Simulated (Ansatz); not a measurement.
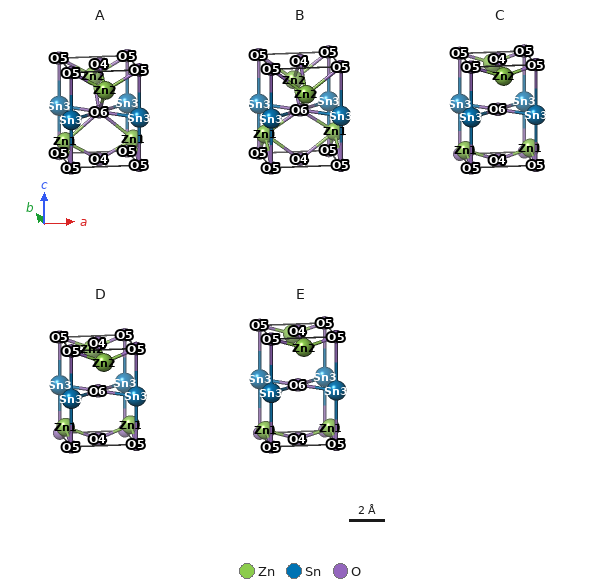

5 geometries from one relaxation of crystalline Zn2SnO3 (a generated structure, set up in P-4m2) (coarse preliminary run), in shuffled order. A ball-and-stick model of the cell of the calculation, seen slightly off an axis.

Theory: DFT PBE, scalar-relativistic, plane waves, PAW (Ansatz). (plane-wave cutoff 420 eV; k-point mesh 4 × 4 × 4; occupations gaussian; smearing width 0.1 eV; no spin polarisation; cell and atoms relaxed; force threshold 0.04 eV/Å; at most 70 steps)

Question: Put them in the order of the run, from the start to the converged end.

Answer: B, A, D, C, E. They are steps 0, 2, 4, 5, 11, at +1099 meV per atom, +468 meV per atom, +63.4 meV per atom, +10.2 meV per atom relative to the last. Over 9 accepted moves (11 points after the start) the energy falls by 1099 meV per atom. Largest force component: 4.7 eV/Å at the start, 0.032 eV/Å at the end. Pressure: −5.35 GPa at the start and −0.04 GPa at the end. At 2 points the geometry stayed and the basis and grid were re-selected for the new cell (energy shift of 0.8 meV per atom at most each time). The largest moves relative to the cell, 1.13 Å, are those of Zn1 and Zn2. Zn2 goes along +c. Sn and O stay in place. Cell: a = b 4.074 → 3.801 Å (−6.7 %), c 5.802 → 6.339 Å (+9.3 %). Volume −4.9 %. Near-neighbour distances that change, for instance: Zn1–O6 2.442 → 3.222 Å, Zn1–Sn3 2.442 → 3.222 Å, Zn1–O4 2.562 → 1.983 Å, Sn3–O5 2.901 → 3.169 Å. The space group stays P-4m2 (No. 115).
